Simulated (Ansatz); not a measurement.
SiO₂

```
Si O
1.0
     5.03608    0.00000    0.00000
    -2.51804    4.36137    0.00000
     0.00000    0.00000    8.56508
Si O
4 8
Cartesian
  2.5181 1.4538 8.0259
  2.5181 1.4538 4.8217
  0.0000 2.9076 0.5392
  0.0000 2.9076 3.7434
  -1.0407 1.8026 0.0000
  1.0407 1.8026 4.2825
  2.9546 0.0000 4.2825
  1.4773 2.5588 0.0000
  -1.4773 2.5588 4.2825
  2.5181 1.4538 6.4238
  0.0000 2.9076 2.1413
  2.0815 0.0000 0.0000
```

Space group P6₃22; a structure from a database of computed crystals, not necessarily the ambient phase.

The calculation used Ansatz 0.2.0, DFT r2SCAN, scalar-relativistic, plane waves, PAW.

> What can the converged valence pseudo-density and electron localisation function tell about the bonding?

Si–O (1.60 Å): ρ at the midpoint is about 1.3 e/Å³; the ELF peaks at about 0.85 between the atoms, as expected for a short, strongly polar bond.

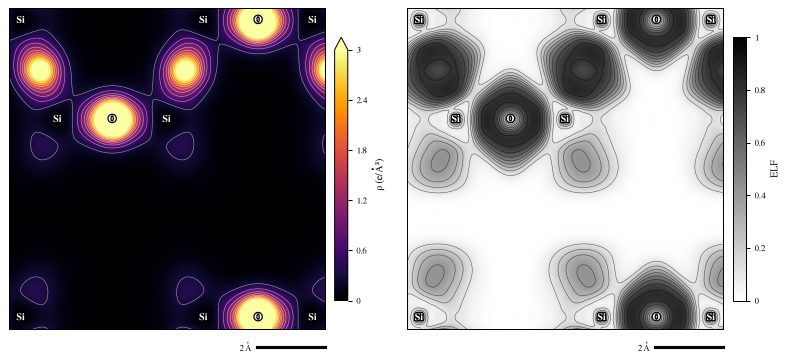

Computed valence pseudo-density and electron localisation function on the (110) plane of the conventional cell, in this order. Atoms just off the plane (O, 0.4 Å away) can leave unmarked features too.

The density is the valence pseudo-density of a PAW calculation; it isn't the true density close to the nuclei.
